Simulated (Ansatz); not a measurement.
InGa$_{15}$As$_{16}$ (cell with a defect)

```cif
data_structure
_symmetry_space_group_name_H-M 'P 1'
_symmetry_Int_Tables_number 1
_cell_length_a 9.9523
_cell_length_b 9.9523
_cell_length_c 9.9523
_cell_angle_alpha 109.471
_cell_angle_beta 109.471
_cell_angle_gamma 109.471
_cell_volume 758.84
loop_
_atom_site_label
_atom_site_type_symbol
_atom_site_fract_x
_atom_site_fract_y
_atom_site_fract_z
_atom_site_occupancy
In1 In 0.25000 0.50000 0.25000 1
Ga1 Ga 0.50240 0.50000 0.99832 1
Ga2 Ga 0.25000 0.75240 0.99832 1
Ga3 Ga 0.75000 0.50000 0.75000 1
Ga4 Ga 0.50168 0.75168 0.75408 1
Ga5 Ga 0.25000 0.00000 0.75000 1
Ga6 Ga 0.99832 0.50000 0.50240 1
Ga7 Ga 0.75408 0.75168 0.50168 1
Ga8 Ga 0.50168 0.00408 0.50168 1
Ga9 Ga 0.25000 0.24832 0.50240 1
Ga10 Ga 0.99832 0.75240 0.25000 1
Ga11 Ga 0.75000 0.00000 0.25000 1
Ga12 Ga 0.50240 0.24832 0.25000 1
Ga13 Ga 0.99760 0.99592 0.99760 1
Ga14 Ga 0.74592 0.24760 0.99760 1
Ga15 Ga 0.99760 0.24760 0.74592 1
As1 As 0.98668 0.23668 0.98668 1
As2 As 0.25000 0.24925 0.75146 1
As3 As 0.99925 0.50000 0.75146 1
As4 As 0.50075 0.25221 0.50075 1
As5 As 0.25000 0.50000 0.51332 1
As6 As 0.00221 0.75075 0.50075 1
As7 As 0.75146 0.24925 0.25000 1
As8 As 0.51332 0.50000 0.25000 1
As9 As 0.25000 0.76332 0.25000 1
As10 As 0.99925 0.00146 0.25000 1
As11 As 0.75146 0.50000 0.99925 1
As12 As 0.50075 0.75075 0.00221 1
As13 As 0.25000 0.00146 0.99925 1
As14 As 0.74854 0.74779 0.74854 1
As15 As 0.49779 0.99854 0.74854 1
As16 As 0.74854 0.99854 0.49779 1
```

Computed with DFT PBE, scalar-relativistic, plane waves, PAW in Ansatz 0.2.0.

Core electrons are frozen (PAW), and the valence fields are smoothed inside the atomic spheres.

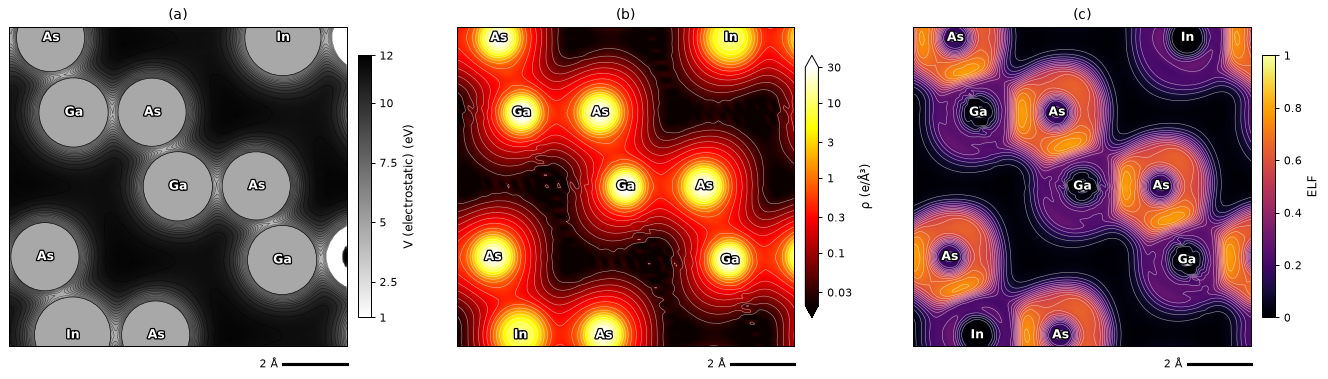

Figure 1. (a) electrostatic potential energy of an electron; (b) valence charge density (pseudo); (c) electron localisation function on the (001) plane of the calculation cell. Grey discs cover the atomic cores in the potential map.

### Describe what can be read from this map.

The plane passes through In, Ga and As nuclei.
Ga–As (2.48 Å): ρ at the midpoint is about 0.49 e/Å³, with its minimum of 0.44 e/Å³ about 1.1 Å from Ga; the ELF peaks at about 0.80 between the atoms: localised, covalent bonding.
In–As (2.62 Å): ρ at the midpoint is about 0.42 e/Å³; the ELF peaks at about 0.75 between the atoms, as expected for a shared electron pair.
The density dies away to nearly zero in the voids.
The features right at Ga lie inside the PAW spheres, where the map follows smoothed inner orbitals and isn't to be read closely.
Outside the cores the potential energy rises away from the atoms and is highest about 2.4 Å from the nearest atoms; its zero is arbitrary.

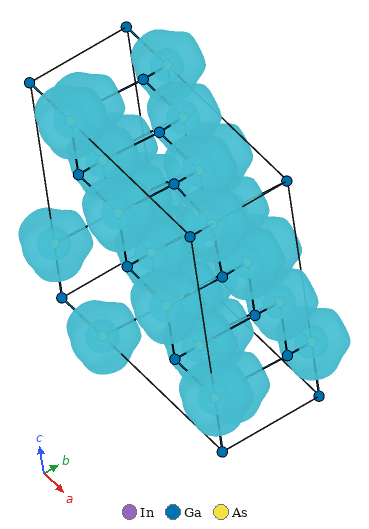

Figure 2. Isosurface of the electron localisation function at 0.55 (cyan), seen slightly off an axis. Only the valence region is drawn (cores and ρ < 0.01 e/Å³ removed). Sticks mark near contacts.

### What do the ELF domains correspond to?

The ELF exceeds this value in 16 regions on As in which the atom's valence shell and bonds are merged, counted in one cell of 32 atoms. Any copies at cell faces, edges or corners count once. Along the contacts the grid gives the following. Ga–As (2.47 Å): the ELF peaks at about 0.80 between the atoms (a shared electron pair).
